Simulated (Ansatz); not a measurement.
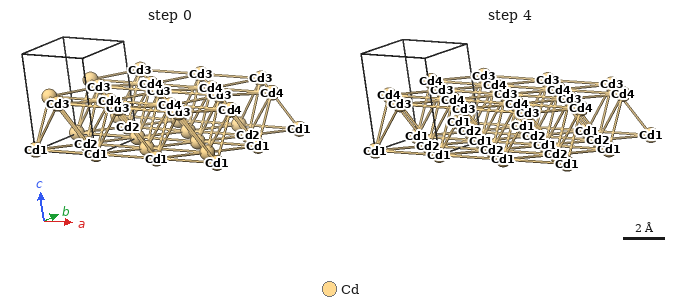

The structure of solid Cd (a generated structure, set up in P1) (coarse preliminary run) before (left) and after (right) a relaxation, at one scale.

Style: ball-and-stick. Shown: the cell of the calculation, repeated 3 × 2 × 1 with one cell outlined, slightly off an axis.

Method: Ansatz, DFT PBE, scalar-relativistic, plane waves, PAW. (plane-wave cutoff 420 eV; k-point mesh 6 × 4 × 4; occupations gaussian; smearing width 0.2 eV; no spin polarisation; cell and atoms relaxed; force threshold 0.025 eV/Å; at most 60 steps)

Question: What changed between the two?

Answer: After 3 accepted moves (4 points after the start) the energy has fallen by 27.0 meV per atom. The largest force component goes from 0.38 to 0.012 eV/Å. Pressure: 1.24 GPa at the start and −0.03 GPa at the end. The SCF was repeated once at an unchanged geometry on a basis and grid sized afresh for the cell, which shifted the energy by 0.1 meV per atom at most. Cd4 moves most relative to the cell: 0.13 Å roughly along [0 1 3]. The drawn cell changes as follows: a 3.221 → 3.388 Å (+5.2 %), b 5.522 → 5.402 Å (−2.2 %), c 5.375 → 5.413 Å (+0.7 %), α 109.3° → 111.1°, β 89.6° → 90.0°, γ 91.8° → 90.0°; the volume changes by +2.5 %. Some distances before and after: Cd1–Cd4 3.297 → 3.069 Å, Cd2–Cd4 2.988 → 3.197 Å, Cd1–Cd1 3.221 → 3.388 Å, Cd2–Cd4 (another image) 3.301 → 3.200 Å. The space group stays P1 (No. 1). Cost: 91 s on 1 thread of Arm Neoverse V1 (shared host), peak memory 0.42 GiB.
